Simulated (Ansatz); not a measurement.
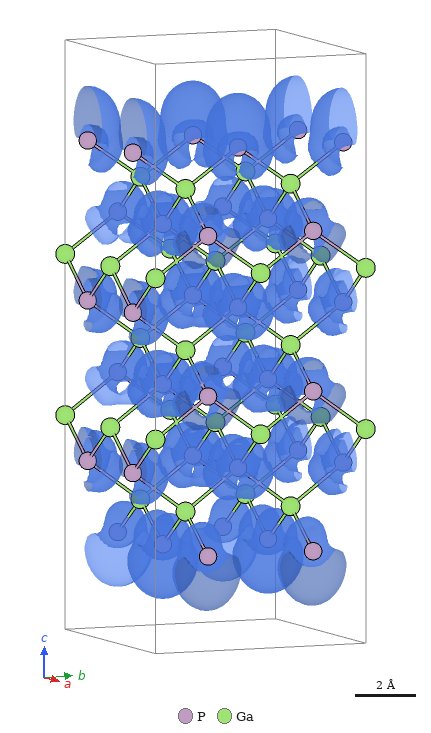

The picture shows: Ga5P6 (slab). Isosurface of the ELF at 0.75 (blue), seen slightly off an axis. Only the valence region is drawn (cores and ρ < 0.01 e/Å³ removed). Sticks mark near contacts.

Computed without spin polarisation.

Computed with DFT PBEsol, scalar-relativistic, plane waves, PAW (Ansatz).

In a PAW calculation such maps are meaningful between the atoms, not at the nuclei.

**Describe the localisation domains.**

The ELF exceeds this value in six regions on P in which the atom's valence shell and bonds are merged, counted in one cell of 11 atoms. Counts are for one cell; the picture repeats the cell along the surface. Along the contacts the grid gives the following. Ga–P (2.33 Å): the ELF peaks at about 0.90 in the valence shell of P, 0.9 Å from its nucleus, and is about 0.75 at the midpoint. Ga–P (2.37 Å): the ELF peaks at about 0.90 in the valence shell of P, 0.9 Å from its nucleus, and is about 0.75 at the midpoint.

**Metal or insulator at this level of theory?**

It is metallic or semimetallic at this level of theory: no gap opens.
